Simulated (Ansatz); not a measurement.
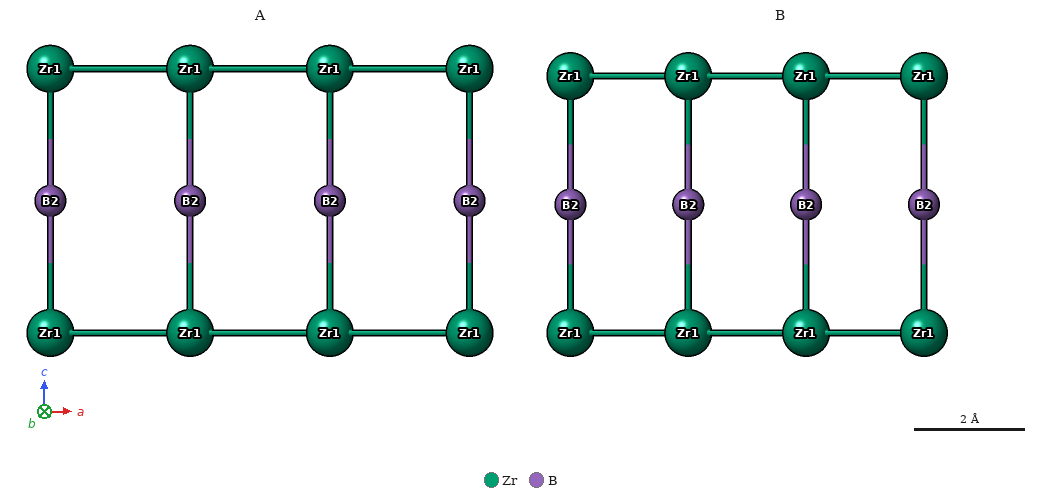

Two geometries of solid ZrB (a generated structure, set up in P6/mmm) (coarse preliminary run), drawn at one scale. One is the start of a relaxation, the other its converged end. A ball-and-stick model of the cell of the calculation, repeated 3 × 1 × 1 with one cell outlined, seen along the b axis.

The calculation used DFT PBE, scalar-relativistic, plane waves, PAW (Ansatz). Settings: plane-wave cutoff 420 eV; k-point mesh 6 × 6 × 4; occupations gaussian; smearing width 0.1 eV; no spin polarisation; cell and atoms relaxed; force threshold 0.04 eV/Å; at most 70 steps.

Question: Which geometry has the lower energy?

Answer: Structure A is the relaxed one. The atoms keep their places relative to the cell (all moves are under 0.005 Å). The drawn cell changes as follows: a = b 2.488 → 2.951 Å (+18.6 %), c 4.696 → 4.831 Å (+2.9 %); the volume changes by +44.6 %. Among the contacts that change: Zr1–Zr1 2.488 → 2.951 Å, Zr1–B2 2.348 → 2.416 Å. The space group stays P6/mmm (No. 191). Over 6 accepted moves (8 points after the start) the energy falls by 721 meV per atom. All forces vanish by symmetry, so only the cell relaxes. Pressure: 44.58 GPa at the start and 0.05 GPa at the end. At 2 points the geometry stayed and the basis and grid were re-selected for the new cell (energy shift of 11.0 meV per atom at most each time). The run took 12 s on 1 thread of Arm Neoverse N1, with other jobs on the host, peak memory 0.28 GiB.

Limits of the set-up: the k-point mesh is coarse for a cell with partly filled bands.
